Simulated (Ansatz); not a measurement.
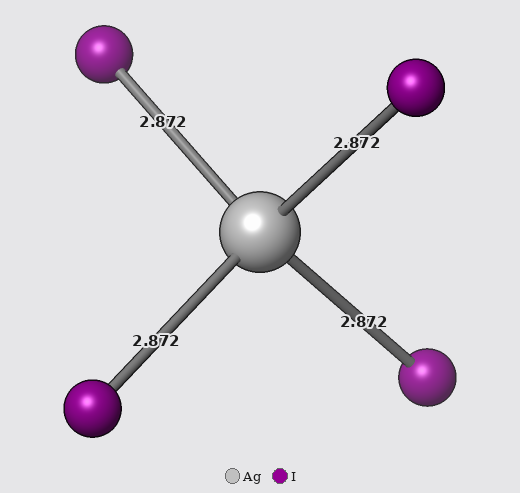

The surroundings of site Ag1 (at 0.000, 0.000, 0.000) in AgI in space group F-43m, with bond lengths in Å.

The cell is taken from the end point of a relaxation with Ansatz, DFT, PBE, plane waves, PAW.

```yaml
crystal:
  lattice:
    - [6.63174, 0.00000, 0.00000]
    - [0.00000, 6.63174, 0.00000]
    - [0.00000, 0.00000, 6.63174]
  atoms:
    - { symbol: Ag, position: [0.00000, 0.00000, 0.00000] }
    - { symbol: I, position: [0.25000, 0.25000, 0.75000] }
    - { symbol: Ag, position: [0.00000, 0.50000, 0.50000] }
    - { symbol: I, position: [0.25000, 0.75000, 0.25000] }
    - { symbol: Ag, position: [0.50000, 0.00000, 0.50000] }
    - { symbol: I, position: [0.75000, 0.25000, 0.25000] }
    - { symbol: Ag, position: [0.50000, 0.50000, 0.00000] }
    - { symbol: I, position: [0.75000, 0.75000, 0.75000] }
```

Bond valence s = exp((R0 − d)/b), R0 fitted to published crystal structures with b = 0.37 Å; R0 in Å: Ag+–I 2.343.

**Calculate the bond-valence sum of Ag1 from the bonds drawn.**

4 × 0.239 = 0.96 v.u., against a formal valence of 1: a close match.

**And over the whole structure?**

| site | x, y, z | formal valence | bond-valence sum | difference |
| --- | --- | --- | --- | --- |
| Ag1 | 0.000, 0.000, 0.000 | +1 | 0.96 | -0.04 |
| I1 | 0.250, 0.250, 0.750 | −1 | 0.96 | -0.04 |

These sums include all anions within 5 Å. The global instability index (root mean square of the differences over all atoms) is 0.04 v.u.: little strain. Cells relaxed with PBE tend to have slightly long bonds, which lowers the sums.
